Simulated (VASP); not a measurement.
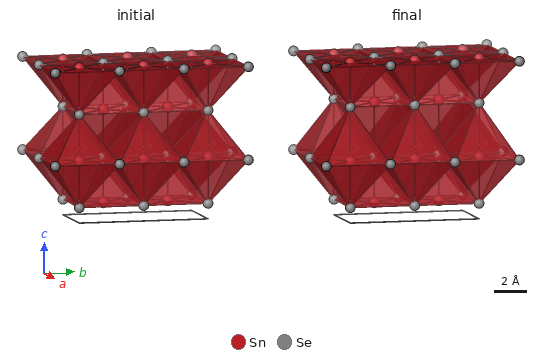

The structure of a slab of composition SnSe before (left) and after (right) a relaxation, at one scale.

Style: polyhedral. Shown: the 1 × 2 repeat of the cell, outlined in the plane, without the vacuum, slightly off an axis.

The run lets the atoms move in a fixed cell. 4 atoms are held fixed.

These are results of VASP 6.6.1, Kohn-Sham DFT of a periodic cell, BLYP, VASP PAW PBE potentials, recommended, not measurements.

Input file:
```
SYSTEM = SnSe
AGGAC = 1.0 ; AGGAX = 1.0
ALDAC = 0.0 ; ALDAX = 1.0
ALGO = Fast ; DIPOL = 0.5 0.5 0.500
EDIFF = 1E-6 ; EDIFFG = -0.005
ENCUT = 520 ; GGA = B5
IBRION = 2 ; IDIPOL = 3
ISIF = 2 ; ISMEAR = -1
LASPH = .True. ; LCHARG = .False.
LDIPOL = .True. ; LREAL = .False.
LWAVE = .False. ; NELM = 80
NSW = 40 ; PREC = Accurate
SIGMA = 0.05
```

Launched with:
```bash
cat potpaw_PBE.64/Sn_d/POTCAR potpaw_PBE.64/Se/POTCAR > POTCAR
mpirun -np 1 vasp_std > vasp.out
```

> What changed between the two?

The run was cut off at its time limit before the relaxation converged, so the last structure is only a point on the way. A Se atom moves most: 0.48 Å along the normal (+c). Largest moves by element: Se 0.48 Å, Sn 0.47 Å. The cell stays as it was. Among the contacts that change: Se–Sn 3.010 → 3.491 Å, Se–Sn 3.010 → 2.875 Å. The energy falls by 0.146 eV per cell of the calculation in 16 geometry steps. Largest force component: 0.45 eV/Å at the start, 0.033 eV/Å at the end. It ran on 1 thread of Intel(R) Xeon(R) Platinum 8488C (Sapphire Rapids), with other jobs on the host.
